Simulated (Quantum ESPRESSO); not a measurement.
Density-of-states run of Ca

The run: density-of-states run of Ca (P-1, 1 atom in the cell). Method and program: Kohn-Sham DFT of a periodic cell, rPW86PBE with rVV10, SG15 PBE 1.2, no spin polarisation (Quantum ESPRESSO 7.5).

The structure derives from an entry of the Crystallography Open Database.

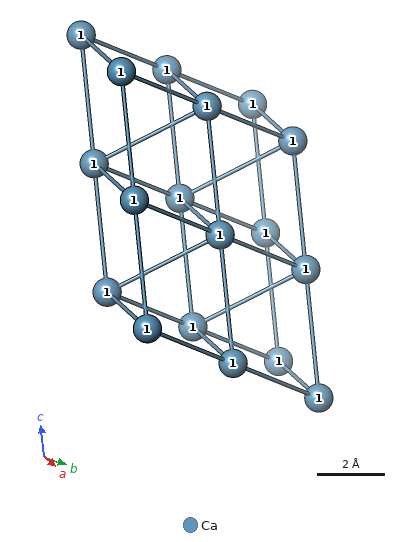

Fig. 1: The input geometry (ball-and-stick view of the cell of the calculation, repeated 1 × 2 × 2, seen slightly off an axis; atoms are numbered from 1 in the order of the input).

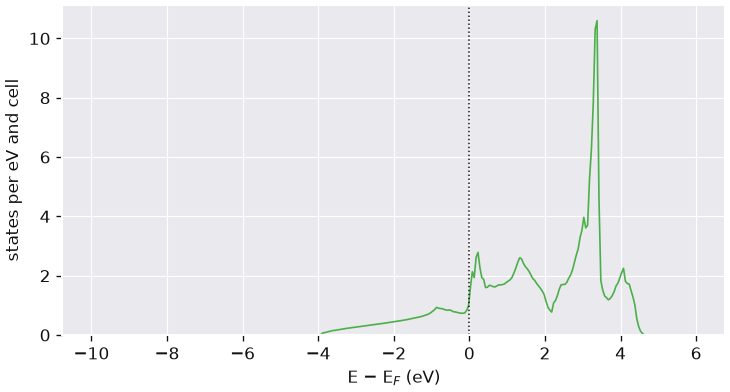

Fig. 2: Density of states from the levels on the mesh of the run, whose fine structure reflects that mesh, with energies from the Fermi level of the run. At the top of the window the curve may fall because the computed bands end.

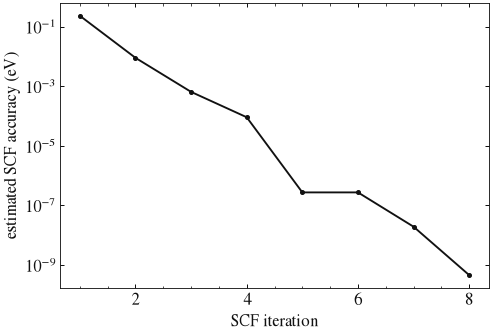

Fig. 3: Convergence of the self-consistent field: estimated SCF accuracy against the iteration. The field takes 8 iterations in all.

The input and output of the run follow.

### Input file
```
&CONTROL
  calculation = 'scf'
  prefix = 'pwscf'
  outdir = './tmp'
  pseudo_dir = './pseudo'
  tprnfor = .true.
  tstress = .true.
  disk_io = 'low'
/
&SYSTEM
  ibrav = 0
  nat = 1
  ntyp = 1
  ecutwfc = 68
  nbnd = 10
  input_dft = 'rvv10'
  occupations = 'smearing'
  smearing = 'fd'
  degauss = 0.00367493
/
&ELECTRONS
  conv_thr = 2d-10
  electron_maxstep = 120
  mixing_beta = 0.5
/
ATOMIC_SPECIES
Ca    40.0780 Ca_ONCV_PBE-1.2.upf
CELL_PARAMETERS angstrom
  -2.2152400000    2.2431310000    2.2185320000
   2.2215790000   -2.2414980000    2.2232390000
   2.2539890000    2.2802470000   -2.2168990000
ATOMIC_POSITIONS crystal
Ca     0.0000000000    0.0000000000    0.0000000000
K_POINTS automatic
8 8 8 0 0 0
```

### File nscf.in
```
&CONTROL
  calculation = 'nscf'
  prefix = 'pwscf'
  outdir = './tmp'
  pseudo_dir = './pseudo'
  disk_io = 'low'
/
&SYSTEM
  ibrav = 0
  nat = 1
  ntyp = 1
  ecutwfc = 68
  nbnd = 10
  input_dft = 'rvv10'
  occupations = 'tetrahedra_opt'
/
&ELECTRONS
  conv_thr = 1d-08
  electron_maxstep = 120
  mixing_beta = 0.5
/
ATOMIC_SPECIES
Ca    40.0780 Ca_ONCV_PBE-1.2.upf
CELL_PARAMETERS angstrom
  -2.2152400000    2.2431310000    2.2185320000
   2.2215790000   -2.2414980000    2.2232390000
   2.2539890000    2.2802470000   -2.2168990000
ATOMIC_POSITIONS crystal
Ca     0.0000000000    0.0000000000    0.0000000000
K_POINTS automatic
12 12 12 0 0 0
```

### File dos.in
```
&DOS
  prefix = 'pwscf'
  outdir = './tmp'
  fildos = 'dos.dat'
  Emin = -10
  Emax = 15
  DeltaE = 0.05
/
```

Command:
```bash
OMP_NUM_THREADS=1 pw.x -in pw.in > pw.out
OMP_NUM_THREADS=1 pw.x -in nscf.in > nscf.out
OMP_NUM_THREADS=1 dos.x -in dos.in > dos.out
```

### Output
```
This program is part of the open-source Quantum ESPRESSO suite
     for quantum simulation of materials; please cite
         "P. Giannozzi et al., J. Phys.:Condens. Matter 21 395502 (2009);
         "P. Giannozzi et al., J. Phys.:Condens. Matter 29 465901 (2017);
         "P. Giannozzi et al., J. Chem. Phys. 152 154105 (2020);
          URL
     in publications or presentations arising from this work. More details at

     IMPORTANT: XC functional enforced from input :
     Exchange-correlation= RVV10
                           (   1   4  13   4  26   0   0)
     Any further DFT definition will be discarded
     Please, verify this is what you really want

     Message from routine setup:
     using ibrav=0 with symmetry is DISCOURAGED, use correct ibrav instead

     G-vector sticks info
     --------------------
     sticks:   dense  smooth     PW     G-vecs:    dense   smooth      PW
     Sum        1085    1085    361                22987    22987    4403

     Using Slab Decomposition

     bravais-lattice index     =            0
     lattice parameter (alat)  =       7.2848  a.u.
     unit-cell volume          =     303.3896 (a.u.)^3
     number of atoms/cell      =            1
     number of atomic types    =            1
     number of electrons       =        10.00
     number of Kohn-Sham states=           10
     kinetic-energy cutoff     =      68.0000  Ry
     charge density cutoff     =     272.0000  Ry
     scf convergence threshold =      2.0E-10
     mixing beta               =       0.5000
     number of iterations used =            8  plain     mixing
     Exchange-correlation= RVV10
                           (   1   4  13   4  26   0   0)

     celldm(1)=   7.284841  celldm(2)=   0.000000  celldm(3)=   0.000000
     celldm(4)=   0.000000  celldm(5)=   0.000000  celldm(6)=   0.000000

     crystal axes: (cart. coord. in units of alat)
               a(1) = (  -0.574645   0.581880   0.575499 )
               a(2) = (   0.576289  -0.581456   0.576720 )
               a(3) = (   0.584697   0.591508  -0.575075 )

     reciprocal axes: (cart. coord. in units 2 pi/alat)
               b(1) = ( -0.008605  0.851994  0.867590 )
               b(2) = (  0.860176 -0.007681  0.866666 )
               b(3) = (  0.854024  0.844918 -0.001529 )

     PseudoPot. # 1 for Ca read from file:
     Ca_ONCV_PBE-1.2.upf
     Pseudo is Norm-conserving, Zval = 10.0
     Generated using ONCVPSP code by D. R. Hamann
     Using radial grid of  602 points,  6 beta functions with:
                l(1) =   0
                l(2) =   0
                l(3) =   1
                l(4) =   1
                l(5) =   2
                l(6) =   2

     atomic species   valence    mass     pseudopotential
     Ca               10.00    40.07800     Ca( 1.00)

      2 Sym. Ops., with inversion, found

   Cartesian axes

     site n.     atom                  positions (alat units)
         1        Ca     tau(   1) = (   0.0000000   0.0000000   0.0000000  )

     number of k points=   260  Fermi-Dirac smearing, width (Ry)=  0.0037

     Number of k-points >= 100: set verbosity='high' to print them.

     Dense  grid:    22987 G-vectors     FFT dimensions: (  40,  40,  40)

     Initial potential from superposition of free atoms

     starting charge       9.7961, renormalised to      10.0000

Carrying out rVV10 run using the following parameters:
Nqs =      20    Nr_points =    1024   r_max =   100.000
b_value =  6.30000    beta =  0.00901
     q_mesh =  0.00010000  0.00030000  0.00058939  0.00100810
               0.00161396  0.00249058  0.00375900  0.00559430
               0.00824984  0.01209221  0.01765183  0.02569619
               0.03733578  0.05417739  0.07854596  0.11380545
               0.16482331  0.23864234  0.34545298  0.50000000

Gradients computed in Reciprocal space

     Starting wfcs are random

     Self-consistent Calculation

     iteration #  1     ecut=    68.00 Ry     beta= 0.50
     Davidson diagonalization with overlap
     ethr =  1.00E-02,  avg # of iterations =  9.4

     Threshold (ethr) on eigenvalues was too large:
     Diagonalizing with lowered threshold

     Davidson diagonalization with overlap
     ethr =  2.11E-04,  avg # of iterations =  5.5

     total energy              =     -73.81765046 Ry
     estimated scf accuracy    <       0.01700449 Ry

     iteration #  2     ecut=    68.00 Ry     beta= 0.50
     Davidson diagonalization with overlap
     ethr =  1.70E-04,  avg # of iterations =  2.4

     total energy              =     -73.82004007 Ry
     estimated scf accuracy    <       0.00065378 Ry

     iteration #  3     ecut=    68.00 Ry     beta= 0.50
     Davidson diagonalization with overlap
     ethr =  6.54E-06,  avg # of iterations =  5.4

     total energy              =     -73.82028341 Ry
     estimated scf accuracy    <       0.00004691 Ry

     iteration #  4     ecut=    68.00 Ry     beta= 0.50
     Davidson diagonalization with overlap
     ethr =  4.69E-07,  avg # of iterations =  2.1

     total energy              =     -73.82028955 Ry
     estimated scf accuracy    <       0.00000665 Ry

     iteration #  5     ecut=    68.00 Ry     beta= 0.50
     Davidson diagonalization with overlap
     ethr =  6.65E-08,  avg # of iterations =  2.1

     total energy              =     -73.82029076 Ry
     estimated scf accuracy    <       0.00000002 Ry

     iteration #  6     ecut=    68.00 Ry     beta= 0.50
     Davidson diagonalization with overlap
     ethr =  2.02E-10,  avg # of iterations =  3.6

     total energy              =     -73.82029078 Ry
     estimated scf accuracy    <       0.00000002 Ry

     iteration #  7     ecut=    68.00 Ry     beta= 0.50
     Davidson diagonalization with overlap
     ethr =  1.95E-10,  avg # of iterations =  2.6

     total energy              =     -73.82029079 Ry
     estimated scf accuracy    <          1.4E-09 Ry

     iteration #  8     ecut=    68.00 Ry     beta= 0.50
     Davidson diagonalization with overlap
     ethr =  1.39E-11,  avg # of iterations =  2.6

     End of self-consistent calculation

     Number of k-points >= 100: set verbosity='high' to print the bands.

     the Fermi energy is     4.5223 ev

!    total energy              =     -73.82029079 Ry
     estimated scf accuracy    <          3.3E-11 Ry
     smearing contrib. (-TS)   =      -0.00094044 Ry
     internal energy E=F+TS    =     -73.81935035 Ry

     The total energy is F=E-TS. E is the sum of the following terms:
     one-electron contribution =     -41.20578094 Ry
     hartree contribution      =      20.54456960 Ry
     xc contribution           =     -10.17312087 Ry
     ewald contribution        =     -42.98501814 Ry

     convergence has been achieved in   8 iterations

     Forces acting on atoms (cartesian axes, Ry/au):

     atom    1 type  1   force =     0.00000000    0.00000000    0.00000000

     Total force =     0.000000     Total SCF correction =     0.000000

     Computing stress (Cartesian axis) and pressure

          total   stress  (Ry/bohr**3)                   (kbar)     P=      -16.03
  -0.00010965  -0.00001347  -0.00000201          -16.13       -1.98       -0.30
  -0.00001347  -0.00010662  -0.00000052           -1.98      -15.68       -0.08
  -0.00000201  -0.00000052  -0.00011069           -0.30       -0.08      -16.28

=------------------------------------------------------------------------------=
   JOB DONE.
=------------------------------------------------------------------------------=
```

### File nscf.out
```
This program is part of the open-source Quantum ESPRESSO suite
     for quantum simulation of materials; please cite
         "P. Giannozzi et al., J. Phys.:Condens. Matter 21 395502 (2009);
         "P. Giannozzi et al., J. Phys.:Condens. Matter 29 465901 (2017);
         "P. Giannozzi et al., J. Chem. Phys. 152 154105 (2020);
          URL
     in publications or presentations arising from this work. More details at

     IMPORTANT: XC functional enforced from input :
     Exchange-correlation= RVV10
                           (   1   4  13   4  26   0   0)
     Any further DFT definition will be discarded
     Please, verify this is what you really want

     Atomic positions and unit cell read from directory:
     ./tmp/pwscf.save/

     Message from routine setup:
     using ibrav=0 with symmetry is DISCOURAGED, use correct ibrav instead
     [opt_tetra]  Optimized tetrahedron method is used.

     G-vector sticks info
     --------------------
     sticks:   dense  smooth     PW     G-vecs:    dense   smooth      PW
     Sum        1085    1085    361                22987    22987    4403

     Using Slab Decomposition

     bravais-lattice index     =            0
     lattice parameter (alat)  =       7.2848  a.u.
     unit-cell volume          =     303.3896 (a.u.)^3
     number of atoms/cell      =            1
     number of atomic types    =            1
     number of electrons       =        10.00
     number of Kohn-Sham states=           10
     kinetic-energy cutoff     =      68.0000  Ry
     charge density cutoff     =     272.0000  Ry
     Exchange-correlation= RVV10
                           (   1   4  13   4  26   0   0)

     celldm(1)=   7.284841  celldm(2)=   0.000000  celldm(3)=   0.000000
     celldm(4)=   0.000000  celldm(5)=   0.000000  celldm(6)=   0.000000

     crystal axes: (cart. coord. in units of alat)
               a(1) = (  -0.574645   0.581880   0.575499 )
               a(2) = (   0.576289  -0.581456   0.576720 )
               a(3) = (   0.584697   0.591508  -0.575075 )

     reciprocal axes: (cart. coord. in units 2 pi/alat)
               b(1) = ( -0.008605  0.851994  0.867590 )
               b(2) = (  0.860176 -0.007681  0.866666 )
               b(3) = (  0.854024  0.844918 -0.001529 )

     PseudoPot. # 1 for Ca read from file:
     Ca_ONCV_PBE-1.2.upf
     Pseudo is Norm-conserving, Zval = 10.0
     Generated using ONCVPSP code by D. R. Hamann
     Using radial grid of  602 points,  6 beta functions with:
                l(1) =   0
                l(2) =   0
                l(3) =   1
                l(4) =   1
                l(5) =   2
                l(6) =   2

     atomic species   valence    mass     pseudopotential
     Ca               10.00    40.07800     Ca( 1.00)

      2 Sym. Ops., with inversion, found

   Cartesian axes

     site n.     atom                  positions (alat units)
         1        Ca     tau(   1) = (   0.0000000   0.0000000   0.0000000  )

     number of k points=   868 (tetrahedron method)

     Number of k-points >= 100: set verbosity='high' to print them.

     Dense  grid:    22987 G-vectors     FFT dimensions: (  40,  40,  40)

     The potential is recalculated from file :
     ./tmp/pwscf.save/charge-density

Carrying out rVV10 run using the following parameters:
Nqs =      20    Nr_points =    1024   r_max =   100.000
b_value =  6.30000    beta =  0.00901
     q_mesh =  0.00010000  0.00030000  0.00058939  0.00100810
               0.00161396  0.00249058  0.00375900  0.00559430
               0.00824984  0.01209221  0.01765183  0.02569619
               0.03733578  0.05417739  0.07854596  0.11380545
               0.16482331  0.23864234  0.34545298  0.50000000

Gradients computed in Reciprocal space

     Starting wfcs are random

     Band Structure Calculation
     Davidson diagonalization with overlap
     c_bands:  1 eigenvalues not converged
     c_bands:  1 eigenvalues not converged
     c_bands:  1 eigenvalues not converged
     c_bands:  3 eigenvalues not converged

     ethr =  1.00E-10,  avg # of iterations = 57.6

     End of band structure calculation

     Number of k-points >= 100: set verbosity='high' to print the bands.

     the Fermi energy is     4.5777 ev
     (compare with:     4.5223 eV, computed in scf)

=------------------------------------------------------------------------------=
   JOB DONE.
=------------------------------------------------------------------------------=
```

### File dos.out
```
This program is part of the open-source Quantum ESPRESSO suite
     for quantum simulation of materials; please cite
         "P. Giannozzi et al., J. Phys.:Condens. Matter 21 395502 (2009);
         "P. Giannozzi et al., J. Phys.:Condens. Matter 29 465901 (2017);
         "P. Giannozzi et al., J. Chem. Phys. 152 154105 (2020);
          URL
     in publications or presentations arising from this work. More details at

     ./tmp/pwscf.save/

     IMPORTANT: XC functional enforced from input :
     Exchange-correlation= RVV10
                           (   1   4  13   4  26   0   0)
     Any further DFT definition will be discarded
     Please, verify this is what you really want

     G-vector sticks info
     --------------------
     sticks:   dense  smooth     PW     G-vecs:    dense   smooth      PW
     Sum        1085    1085    361                22987    22987    4403

     Using Slab Decomposition

Carrying out rVV10 run using the following parameters:
Nqs =      20    Nr_points =    1024   r_max =   100.000
b_value =  6.30000    beta =  0.00901
     q_mesh =  0.00010000  0.00030000  0.00058939  0.00100810
               0.00161396  0.00249058  0.00375900  0.00559430
               0.00824984  0.01209221  0.01765183  0.02569619
               0.03733578  0.05417739  0.07854596  0.11380545
               0.16482331  0.23864234  0.34545298  0.50000000

Gradients computed in Reciprocal space

     Optimized tetrahedron method used

     [opt_tetra]  Optimized tetrahedron method is used.

=------------------------------------------------------------------------------=
   JOB DONE.
=------------------------------------------------------------------------------=
```

### Summary

```csv
quantity,value
outcome,converged
space group (tolerance 0.01 Å),P-1 (2)
electrons treated,10
free energy,−1004.3762 eV
Fermi energy of the self-consistent step,4.522 eV
gap on the k-point mesh,none (metallic)
pressure,−1.60 GPa
largest force (length of the vector),under 0.001 eV/Å
hardware,"1 thread of Intel Xeon @ 2.60GHz (Ice Lake), 24 GiB of memory available, shared host"
wall time,6.5 min
peak memory,0.41 GiB
```

### Notes

Further notes kept with the run: potentials made for another functional; eigenvalues not converged. Points of doubt noted for this run: potentials made for another functional.
